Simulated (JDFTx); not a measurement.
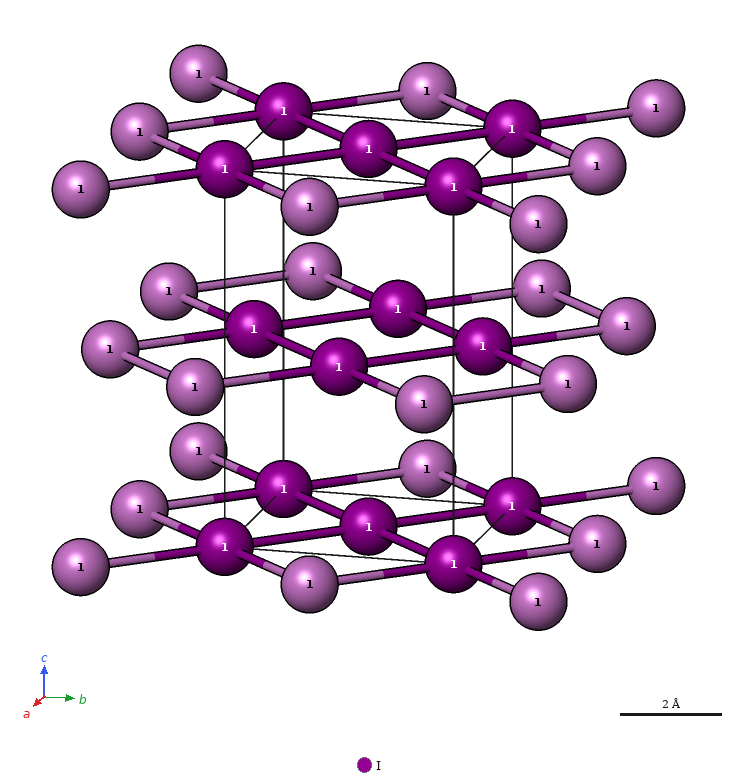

Fig. 1: The structure as given in the input (ball-and-stick view of the cell 4 times as large as that of the calculation, set on its symmetry axes, seen slightly off an axis; neighbours outside the cell are drawn fainter; atoms are numbered from 1 in the order of the input). Near neighbours in the crystal (not all of them lie inside the picture): I has 4 I at 3.23 Å.

Run report: I, geometry relaxation (part 1 of 2)

The run: geometry relaxation of I (Fmmm, 1 atom in the cell). Method and program: Kohn-Sham DFT of a periodic cell, LDA, PseudoDojo-SR-LDA-0.4.1-standard, no spin polarisation (JDFTx 1.7.0 (patched build)).

The structure derives from a Materials Project entry.

Log
```
*************** JDFTx 1.7.0 (patched build) ***************

Input parsed successfully to the following command list (including defaults):
[... the input with its defaults ...]

---------- Setting up symmetries ----------

Non-trivial transmission matrix:
[   1   0   0  ]
[  -1   1   0  ]
[   0   0   1  ]
with reduced lattice vectors:
[     -4.142744      4.142744      4.142744  ]
[      4.470337      0.000000      4.470337  ]
[      0.000000      7.388527      0.000000  ]

Found 8 point-group symmetries of the bravais lattice
Found 8 space-group symmetries with basis
Applied RMS atom displacement 0 bohrs to make symmetries exact.

---------- Initializing the Grid ----------
R =
[            0      4.14274      4.14274  ]
[      4.47034            0      4.47034  ]
[      7.38853      7.38853            0  ]
unit cell volume = 273.663
G =
[  -0.758336   0.702764   0.425199  ]
[   0.758336  -0.702764   0.425199  ]
[   0.758336   0.702764  -0.425199  ]
Minimum fftbox size, Smin = [  48  48  36  ]
Chosen fftbox size, S = [  48  48  48  ]

---------- Exchange Correlation functional ----------
Initalized Slater LDA exchange.
Initalized Perdew-Wang LDA correlation.

---------- Setting up pseudopotentials ----------
Width of ionic core gaussian charges (only for fluid interactions / plotting) set to 0

Reading pseudopotential file 'pseudo/I.upf':
  'I' pseudopotential, 'SLA  PW   NOGX NOGC' functional
  Generated using ONCVPSP code by D. R. Hamann
  7 valence electrons, 2 orbitals, 6 projectors, 1001 radial grid points, with lMax = 2
    5S    l: 0   occupation:  2.0   eigenvalue: -0.648701
    5P    l: 1   occupation:  5.0   eigenvalue: -0.266021
  Core radius for overlap checks: 2.24 bohrs.

Initialized 1 species with 1 total atoms.

Folded 1 k-points by 9x9x9 to 729 k-points.

---------- Setting up k-points, bands, fillings ----------
Reduced to 125 k-points under symmetry.
Computing the number of bands and number of electrons
Calculating initial fillings.
nElectrons:   7.000000   nBands: 9   nStates: 125

----- Setting up reduced wavefunction bases (one per k-point) -----
average nbasis = 2706.503 , ideal nbasis = 2706.526

---------- Setting up ewald sum ----------
Optimum gaussian width for ewald sums = 2.614105 bohr.
Real space sum over 2197 unit cells with max indices [  6  6  6  ]
Reciprocal space sum over 1859 terms with max indices [  6  6  5  ]

---------- Allocating electronic variables ----------
Initializing wave functions:  linear combination of atomic orbitals
Note: number of bands (9) exceeds available atomic orbitals (4)
I pseudo-atom occupations:   s ( 2 )  p ( 5 )
	FillingsUpdate:  mu: +0.134774822  nElectrons: 7.000000
LCAOMinimize: Iter:   0  F: -11.7079788508285567  |grad|_K:  2.189e-04  alpha:  1.000e+00
	FillingsUpdate:  mu: +0.136205943  nElectrons: 7.000000
LCAOMinimize: Iter:   1  F: -11.7081970665071395  |grad|_K:  1.459e-05  alpha:  9.015e-01  linmin: -1.164e-02  cgtest:  1.224e-01
LCAOMinimize: Encountered beta<0, resetting CG.
	FillingsUpdate:  mu: +0.136129696  nElectrons: 7.000000
LCAOMinimize: Iter:   2  F: -11.7081979462953587  |grad|_K:  1.330e-06  alpha:  8.166e-01  linmin: -7.402e-03  cgtest:  1.752e-02
	FillingsUpdate:  mu: +0.136130979  nElectrons: 7.000000
LCAOMinimize: Iter:   3  F: -11.7081979540632357  |grad|_K:  7.100e-08  alpha:  8.665e-01  linmin:  6.109e-04  cgtest: -2.667e-02
LCAOMinimize: Converged (|Delta F|<1.000000e-06 for 2 iters).

--------- Lattice Minimization ---------

-------- Electronic minimization -----------
Will mix electronic density at each iteration.
	FillingsUpdate:  mu: +0.136130979  nElectrons: 7.000000
	FillingsUpdate:  mu: +0.131165989  nElectrons: 7.000000
SCF: Cycle:  0   F: -11.721283094741166   dF: -1.309e-02   |Residual|: 2.221e-02   |deigs|: 1.944e-01
	FillingsUpdate:  mu: +0.131279469  nElectrons: 7.000000
SCF: Cycle:  1   F: -11.721491363482391   dF: -2.083e-04   |Residual|: 1.177e-02   |deigs|: 4.724e-03
	FillingsUpdate:  mu: +0.131927711  nElectrons: 7.000000
SCF: Cycle:  2   F: -11.721571564781039   dF: -8.020e-05   |Residual|: 1.811e-03   |deigs|: 1.698e-03
	FillingsUpdate:  mu: +0.132247481  nElectrons: 7.000000
SCF: Cycle:  3   F: -11.721572922461670   dF: -1.358e-06   |Residual|: 6.342e-04   |deigs|: 3.657e-04
	FillingsUpdate:  mu: +0.132419472  nElectrons: 7.000000
SCF: Cycle:  4   F: -11.721573249563555   dF: -3.271e-07   |Residual|: 1.844e-04   |deigs|: 2.188e-04
	FillingsUpdate:  mu: +0.132445223  nElectrons: 7.000000
SCF: Cycle:  5   F: -11.721573266162249   dF: -1.660e-08   |Residual|: 4.300e-05   |deigs|: 1.211e-04
	FillingsUpdate:  mu: +0.132453825  nElectrons: 7.000000
SCF: Cycle:  6   F: -11.721573270405061   dF: -4.243e-09   |Residual|: 1.293e-05   |deigs|: 8.378e-05
	FillingsUpdate:  mu: +0.132454324  nElectrons: 7.000000
SCF: Cycle:  7   F: -11.721573271167975   dF: -7.629e-10   |Residual|: 2.752e-06   |deigs|: 6.490e-05
	FillingsUpdate:  mu: +0.132454963  nElectrons: 7.000000
SCF: Cycle:  8   F: -11.721573271355227   dF: -1.873e-10   |Residual|: 1.616e-06   |deigs|: 5.232e-05
SCF: Converged (|Delta E|<1.000000e-09 for 2 iters).

Setting wave functions to eigenvectors of Hamiltonian
# Lattice vectors:
R =
[            0      4.14274      4.14274  ]
[      4.47034            0      4.47034  ]
[      7.38853      7.38853            0  ]
unit cell volume = 273.663

# Strain tensor in Cartesian coordinates:
[            0            0            0  ]
[            0            0            0  ]
[            0            0            0  ]

# Stress tensor in Cartesian coordinates [Eh/a0^3]:
[  8.93709e-05            0            0  ]
[            0  0.000104489            0  ]
[            0            0  3.75352e-05  ]

# Ionic positions in lattice coordinates:
ion I   0.000000000000000   0.000000000000000   0.000000000000000 1

# Forces in Cartesian coordinates:
force I  -0.000000000000000   0.000000000000000   0.000000000000000 1

# Energy components:
   Eewald =      -10.6015314351748824
       EH =        1.1807845493773697
     Eloc =       -4.7793093390166188
      Enl =        2.0057332216340376
      Exc =       -3.9426379722746385
 Exc_core =        1.2892914286929109
       KE =        3.1262912869848902
-------------------------------------
     Etot =      -11.7213782597769338
       TS =        0.0001950115782945
-------------------------------------
        F =      -11.7215732713552274

LatticeMinimize: Iter:   0  F: -11.721573271355227  |grad|_K:  6.008e-03

#--- Lowdin population analysis ---
# oxidation-state I +0.033

-------- Electronic minimization -----------
Will mix electronic density at each iteration.
	FillingsUpdate:  mu: +0.132454963  nElectrons: 7.000000
	FillingsUpdate:  mu: +0.133173642  nElectrons: 7.000000
SCF: Cycle:  0   F: -11.721608935065861   dF: -9.712e-08   |Residual|: 3.651e-05   |deigs|: 4.490e-05
	FillingsUpdate:  mu: +0.133171167  nElectrons: 7.000000
SCF: Cycle:  1   F: -11.721608976067117   dF: -4.100e-08   |Residual|: 2.532e-05   |deigs|: 5.435e-05
	FillingsUpdate:  mu: +0.133167827  nElectrons: 7.000000
SCF: Cycle:  2   F: -11.721608977033982   dF: -9.669e-10   |Residual|: 5.038e-06   |deigs|: 3.210e-05
	FillingsUpdate:  mu: +0.133168778  nElectrons: 7.000000
SCF: Cycle:  3   F: -11.721608977143982   dF: -1.100e-10   |Residual|: 3.386e-06   |deigs|: 2.455e-05
SCF: Converged (|Delta E|<1.000000e-09 for 2 iters).

Setting wave functions to eigenvectors of Hamiltonian
LatticeMinimize: 	Wolfe criterion not satisfied: alpha: 1  (E-E0)/|gdotd0|: -0.989287  gdotd/gdotd0: 0.978068 (taking cubic step)

-------- Electronic minimization -----------
Will mix electronic density at each iteration.
	FillingsUpdate:  mu: +0.133168778  nElectrons: 7.000000
	FillingsUpdate:  mu: +0.134611798  nElectrons: 7.000000
SCF: Cycle:  0   F: -11.721677964802396   dF: -5.318e-07   |Residual|: 8.713e-05   |deigs|: 2.244e-05
	FillingsUpdate:  mu: +0.134605990  nElectrons: 7.000000
SCF: Cycle:  1   F: -11.721677987783680   dF: -2.298e-08   |Residual|: 4.298e-05   |deigs|: 1.937e-05
	FillingsUpdate:  mu: +0.134600990  nElectrons: 7.000000
SCF: Cycle:  2   F: -11.721677991340462   dF: -3.557e-09   |Residual|: 7.942e-06   |deigs|: 1.909e-05
	FillingsUpdate:  mu: +0.134601666  nElectrons: 7.000000
SCF: Cycle:  3   F: -11.721677991800387   dF: -4.599e-10   |Residual|: 3.289e-06   |deigs|: 1.563e-05
	FillingsUpdate:  mu: +0.134602096  nElectrons: 7.000000
SCF: Cycle:  4   F: -11.721677991907184   dF: -1.068e-10   |Residual|: 8.287e-07   |deigs|: 1.504e-05
SCF: Converged (|Delta E|<1.000000e-09 for 2 iters).

Setting wave functions to eigenvectors of Hamiltonian
LatticeMinimize: 	Wolfe criterion not satisfied: alpha: 3  (E-E0)/|gdotd0|: -2.90145  gdotd/gdotd0: 0.9331 (taking cubic step)

-------- Electronic minimization -----------
Will mix electronic density at each iteration.
	FillingsUpdate:  mu: +0.134602096  nElectrons: 7.000000
	FillingsUpdate:  mu: +0.137504695  nElectrons: 7.000000
SCF: Cycle:  0   F: -11.721806182842407   dF: -2.161e-06   |Residual|: 1.785e-04   |deigs|: 1.703e-05
	FillingsUpdate:  mu: +0.137492763  nElectrons: 7.000000
SCF: Cycle:  1   F: -11.721806261002197   dF: -7.816e-08   |Residual|: 8.609e-05   |deigs|: 1.838e-05
	FillingsUpdate:  mu: +0.137483249  nElectrons: 7.000000
SCF: Cycle:  2   F: -11.721806274423566   dF: -1.342e-08   |Residual|: 1.587e-05   |deigs|: 1.600e-05
	FillingsUpdate:  mu: +0.137484496  nElectrons: 7.000000
SCF: Cycle:  3   F: -11.721806276091510   dF: -1.668e-09   |Residual|: 5.417e-06   |deigs|: 9.561e-06
	FillingsUpdate:  mu: +0.137485445  nElectrons: 7.000000
SCF: Cycle:  4   F: -11.721806276477652   dF: -3.861e-10   |Residual|: 1.639e-06   |deigs|: 8.794e-06
	FillingsUpdate:  mu: +0.137485807  nElectrons: 7.000000
SCF: Cycle:  5   F: -11.721806276532201   dF: -5.455e-11   |Residual|: 6.981e-07   |deigs|: 8.839e-06
SCF: Converged (|Delta E|<1.000000e-09 for 2 iters).

Setting wave functions to eigenvectors of Hamiltonian
# Lattice vectors:
R =
[            0      4.12594      4.12594  ]
[      4.44914            0      4.44914  ]
[      7.37593      7.37593            0  ]
unit cell volume = 270.798

# Strain tensor in Cartesian coordinates:
[  -0.00405691            0            0  ]
[            0  -0.00474225            0  ]
[            0            0  -0.00170502  ]

# Stress tensor in Cartesian coordinates [Eh/a0^3]:
[   7.5419e-05            0            0  ]
[            0  8.73328e-05            0  ]
[            0            0  3.76175e-05  ]

# Ionic positions in lattice coordinates:
ion I   0.000000000000000   0.000000000000000   0.000000000000000 1

# Forces in Cartesian coordinates:
force I   0.000000000000000  -0.000000000000000   0.000000000000000 1

# Energy components:
   Eewald =      -10.6341082722058644
       EH =        1.1717504344769507
     Eloc =       -4.7406676475846687
      Enl =        2.0068313441839649
      Exc =       -3.9452883127272274
 Exc_core =        1.2892918423625106
       KE =        3.1305729432478571
-------------------------------------
     Etot =      -11.7216176682464770
       TS =        0.0001886082857238
-------------------------------------
        F =      -11.7218062765322006

LatticeMinimize: Iter:   1  F: -11.721806276532201  |grad|_K:  5.062e-03  alpha:  7.000e+00  linmin: -9.988e-01

#--- Lowdin population analysis ---
# oxidation-state I +0.034

-------- Electronic minimization -----------
Will mix electronic density at each iteration.
	FillingsUpdate:  mu: +0.137485807  nElectrons: 7.000000
	FillingsUpdate:  mu: +0.163619859  nElectrons: 7.000000
SCF: Cycle:  0   F: -11.722336854994792   dF: -1.668e-04   |Residual|: 1.556e-03   |deigs|: 2.234e-04
	FillingsUpdate:  mu: +0.163509011  nElectrons: 7.000000
SCF: Cycle:  1   F: -11.722338598429083   dF: -1.743e-06   |Residual|: 7.798e-04   |deigs|: 1.199e-04
	FillingsUpdate:  mu: +0.163420315  nElectrons: 7.000000
SCF: Cycle:  2   F: -11.722339090148072   dF: -4.917e-07   |Residual|: 1.133e-04   |deigs|: 1.039e-04
	FillingsUpdate:  mu: +0.163442317  nElectrons: 7.000000
SCF: Cycle:  3   F: -11.722339119761356   dF: -2.961e-08   |Residual|: 2.800e-05   |deigs|: 1.831e-05
	FillingsUpdate:  mu: +0.163442620  nElectrons: 7.000000
SCF: Cycle:  4   F: -11.722339125596354   dF: -5.835e-09   |Residual|: 1.348e-05   |deigs|: 9.586e-06
	FillingsUpdate:  mu: +0.163445823  nElectrons: 7.000000
SCF: Cycle:  5   F: -11.722339126713889   dF: -1.118e-09   |Residual|: 9.836e-06   |deigs|: 1.097e-05
	FillingsUpdate:  mu: +0.163444492  nElectrons: 7.000000
SCF: Cycle:  6   F: -11.722339127007679   dF: -2.938e-10   |Residual|: 1.269e-06   |deigs|: 1.042e-05
	FillingsUpdate:  mu: +0.163444300  nElectrons: 7.000000
SCF: Cycle:  7   F: -11.722339127049729   dF: -4.205e-11   |Residual|: 4.668e-07   |deigs|: 7.312e-06
SCF: Converged (|Delta E|<1.000000e-09 for 2 iters).

Setting wave functions to eigenvectors of Hamiltonian
# Lattice vectors:
R =
[            0      4.04502      4.04502  ]
[      4.34825            0      4.34825  ]
[      7.30205      7.30205            0  ]
unit cell volume = 256.868

# Strain tensor in Cartesian coordinates:
[   -0.0235891            0            0  ]
[            0   -0.0273112            0  ]
[            0            0   -0.0117045  ]

# Stress tensor in Cartesian coordinates [Eh/a0^3]:
[ -7.40616e-06            0            0  ]
[            0 -1.35902e-05            0  ]
[            0            0  3.77438e-05  ]

# Ionic positions in lattice coordinates:
ion I   0.000000000000000   0.000000000000000   0.000000000000000 1

# Forces in Cartesian coordinates:
force I   0.000000000000000  -0.000000000000000  -0.000000000000000 1

# Energy components:
   Eewald =      -10.8024661615688302
       EH =        1.1247401501917829
     Eloc =       -4.5411743278980916
      Enl =        2.0129046406630118
      Exc =       -3.9590391871546413
 Exc_core =        1.2892941998245122
       KE =        3.1535608661003183
-------------------------------------
     Etot =      -11.7221798198419371
       TS =        0.0001593072077920
-------------------------------------
        F =      -11.7223391270497288

LatticeMinimize: Iter:   2  F: -11.722339127049729  |grad|_K:  1.614e-03  alpha:  1.000e+00  linmin:  5.844e-02

#--- Lowdin population analysis ---
# oxidation-state I +0.039

-------- Electronic minimization -----------
Will mix electronic density at each iteration.
	FillingsUpdate:  mu: +0.163444300  nElectrons: 7.000000
	FillingsUpdate:  mu: +0.164339857  nElectrons: 7.000000
SCF: Cycle:  0   F: -11.722423606312622   dF: -1.327e-05   |Residual|: 4.720e-04   |deigs|: 6.038e-05
	FillingsUpdate:  mu: +0.164281614  nElectrons: 7.000000
SCF: Cycle:  1   F: -11.722423749703479   dF: -1.434e-07   |Residual|: 2.820e-04   |deigs|: 4.206e-05
	FillingsUpdate:  mu: +0.164189297  nElectrons: 7.000000
SCF: Cycle:  2   F: -11.722423846915687   dF: -9.721e-08   |Residual|: 6.568e-05   |deigs|: 6.156e-05
	FillingsUpdate:  mu: +0.164193173  nElectrons: 7.000000
SCF: Cycle:  3   F: -11.722423850803375   dF: -3.888e-09   |Residual|: 2.960e-05   |deigs|: 8.643e-06
	FillingsUpdate:  mu: +0.164181405  nElectrons: 7.000000
SCF: Cycle:  4   F: -11.722423852500015   dF: -1.697e-09   |Residual|: 6.088e-06   |deigs|: 8.781e-06
	FillingsUpdate:  mu: +0.164181856  nElectrons: 7.000000
SCF: Cycle:  5   F: -11.722423852675108   dF: -1.751e-10   |Residual|: 2.690e-06   |deigs|: 2.523e-06
	FillingsUpdate:  mu: +0.164181544  nElectrons: 7.000000
SCF: Cycle:  6   F: -11.722423852726456   dF: -5.135e-11   |Residual|: 5.390e-07   |deigs|: 2.077e-06
SCF: Converged (|Delta E|<1.000000e-09 for 2 iters).

Setting wave functions to eigenvectors of Hamiltonian
# Lattice vectors:
R =
[            0      4.05123      4.05123  ]
[      4.36077            0      4.36077  ]
[      7.24115      7.24115            0  ]
unit cell volume = 255.851

# Strain tensor in Cartesian coordinates:
[   -0.0220904            0            0  ]
[            0   -0.0245109            0  ]
[            0            0   -0.0199463  ]

# Stress tensor in Cartesian coordinates [Eh/a0^3]:
[  2.08968e-06            0            0  ]
[            0 -6.21366e-07            0  ]
[            0            0  3.53007e-05  ]

# Ionic positions in lattice coordinates:
ion I   0.000000000000000   0.000000000000000   0.000000000000000 1

# Forces in Cartesian coordinates:
force I  -0.000000000000000   0.000000000000000   0.000000000000000 1

# Energy components:
   Eewald =      -10.8358602174605654
       EH =        1.1024831632060776
     Eloc =       -4.4838714714789969
      Enl =        2.0122046210849529
      Exc =       -3.9581478042780693
 Exc_core =        1.2892939389604225
       KE =        3.1516338966641899
-------------------------------------
     Etot =      -11.7222638733019870
       TS =        0.0001599794244688
-------------------------------------
        F =      -11.7224238527264557

LatticeMinimize: Iter:   3  F: -11.722423852726456  |grad|_K:  1.394e-03  alpha:  1.000e+00  linmin: -9.250e-01

#--- Lowdin population analysis ---
# oxidation-state I +0.039

-------- Electronic minimization -----------
Will mix electronic density at each iteration.
	FillingsUpdate:  mu: +0.164181544  nElectrons: 7.000000
	FillingsUpdate:  mu: +0.168610830  nElectrons: 7.000000
SCF: Cycle:  0   F: -11.722514099736912   dF: -1.713e-05   |Residual|: 4.342e-04   |deigs|: 4.914e-05
	FillingsUpdate:  mu: +0.168532730  nElectrons: 7.000000
SCF: Cycle:  1   F: -11.722514222831025   dF: -1.231e-07   |Residual|: 2.639e-04   |deigs|: 5.079e-05
	FillingsUpdate:  mu: +0.168411371  nElectrons: 7.000000
SCF: Cycle:  2   F: -11.722514324284258   dF: -1.015e-07   |Residual|: 6.331e-05   |deigs|: 7.831e-05
	FillingsUpdate:  mu: +0.168429658  nElectrons: 7.000000
SCF: Cycle:  3   F: -11.722514326511497   dF: -2.227e-09   |Residual|: 3.252e-05   |deigs|: 1.239e-05
	FillingsUpdate:  mu: +0.168414598  nElectrons: 7.000000
SCF: Cycle:  4   F: -11.722514328365301   dF: -1.854e-09   |Residual|: 3.287e-06   |deigs|: 1.073e-05
	FillingsUpdate:  mu: +0.168415111  nElectrons: 7.000000
SCF: Cycle:  5   F: -11.722514328447769   dF: -8.247e-11   |Residual|: 2.171e-06   |deigs|: 2.395e-06
	FillingsUpdate:  mu: +0.168414253  nElectrons: 7.000000
SCF: Cycle:  6   F: -11.722514328476775   dF: -2.901e-11   |Residual|: 4.574e-07   |deigs|: 3.347e-06
SCF: Converged (|Delta E|<1.000000e-09 for 2 iters).

Setting wave functions to eigenvectors of Hamiltonian
# Lattice vectors:
R =
[            0      4.04858      4.04858  ]
[      4.36135            0      4.36135  ]
[      7.16545      7.16545            0  ]
unit cell volume = 253.045

# Strain tensor in Cartesian coordinates:
[   -0.0227301            0            0  ]
[            0   -0.0243794            0  ]
[            0            0    -0.030192  ]
```
